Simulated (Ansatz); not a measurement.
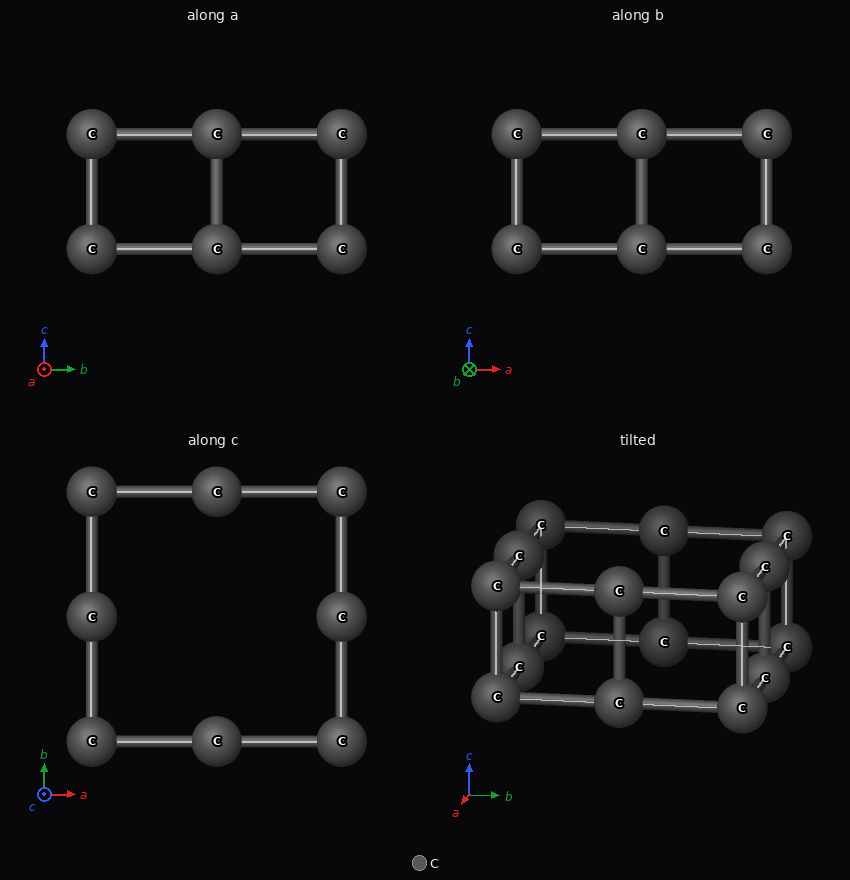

This ball-and-stick model is shown along the a axis, along the b axis, along the c axis and slightly off an axis. Atoms at the boundary of the conventional unit cell (the box) are drawn once for each face, edge or corner they touch.

Lattice parameters: a = 3.495 Å, b = 3.495 Å, c = 1.604 Å, α = 90.00°, β = 90.00°, γ = 90.00°.

### Transcribe the picture into a table of Wyckoff sites.

Space group P4/mmm (No. 123).
```json
{"atom": "C", "site": "2f", "x": "0.5000", "y": "0.0000", "z": "0.0000"}
{"atom": "C", "site": "1a", "x": "0.0000", "y": "0.0000", "z": "0.0000"}
```

Provenance: a random cell made by a generator, so it need not be a real form of the element. Earlier steps of the study may have refined or changed the cell and positions. An electronic-structure calculation with Ansatz was run on it.
